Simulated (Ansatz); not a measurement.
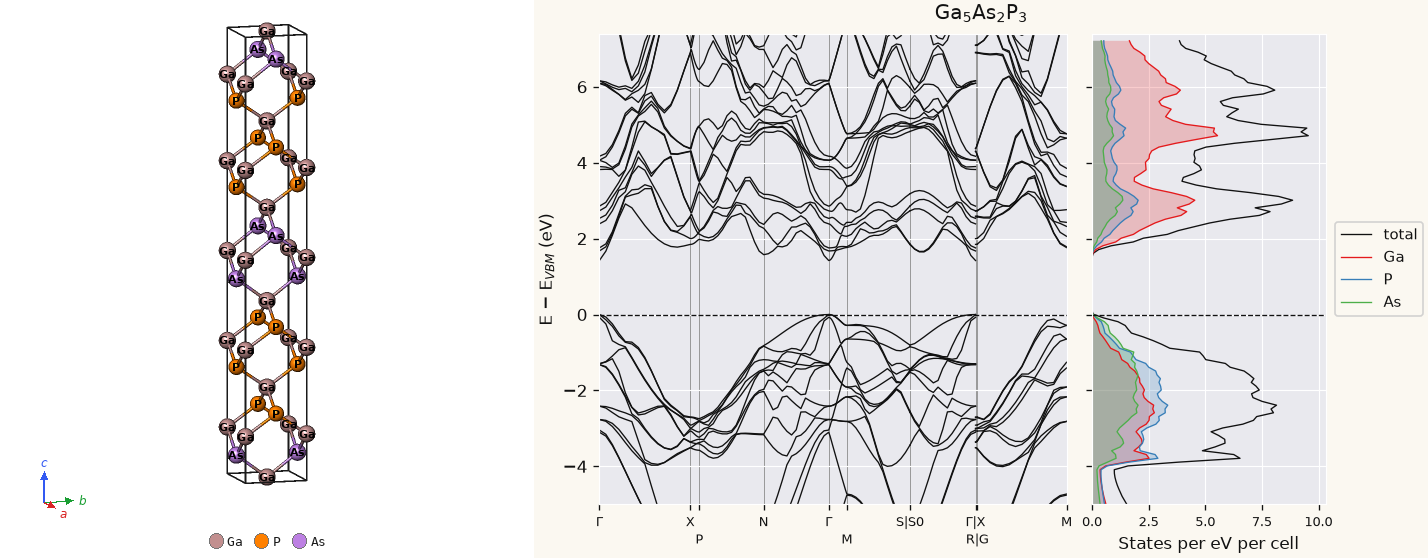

Band structure and density of states of Ga₅As₂P₃, space group I-4m2, 10 atoms in the cell, beside the structure. Level of theory: DFT r2SCAN, scalar-relativistic, plane waves, PAW, no spin polarisation, 10×10×10 k mesh, 500 eV cutoff, Gaussian smearing of 0.02 eV; code Ansatz 0.2.0. Energies are counted from the top of the valence band. The partial curves are projected on Löwdin-orthogonalised atomic shells.

The material is gapped. The gap along this path is 1.42 eV and direct: both edges lie at Γ. Two bands meet at the valence-band top at Γ: it is doubly degenerate (spin aside). The next level lies only 0.08 eV lower. The top valence band spans 2.8 eV and the lowest conduction band 1.8 eV. The direct gaps are 2.05 eV at M, 2.40 eV at N and 4.55 eV at X.

The structure is an invented one, so it need not be a known or stable phase.
